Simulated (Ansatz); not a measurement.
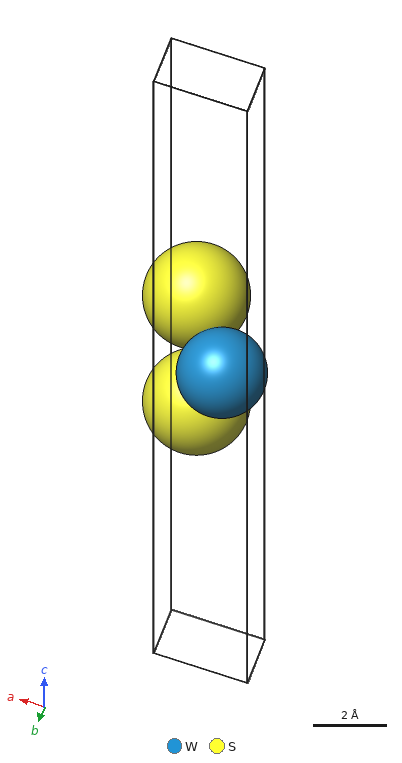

Crystal structure, space-filling style, seen from a general direction. Atoms at the boundary of the simulation cell (the box) are drawn once for each face, edge or corner they touch.

Caption:

The material is WS₂. The cell comprises 1 formula unit: 1 W, 2 S. The W atoms are each bonded to six S in a trigonal prismatic arrangement at about 2.4 to 2.5 Å. About every S there are three W in a trigonal pyramidal arrangement at about 2.4 to 2.5 Å. Not all metal-metal contacts are counted.

It derives from a structure listed in the Materials Project. The cell was then strained or its atoms displaced on purpose. It was run through Ansatz as a DFT input.

At this level of theory the cell isn't at rest (forces up to 0.8 eV/Å), so its distances can differ from those at equilibrium, the more so the softer the solid.
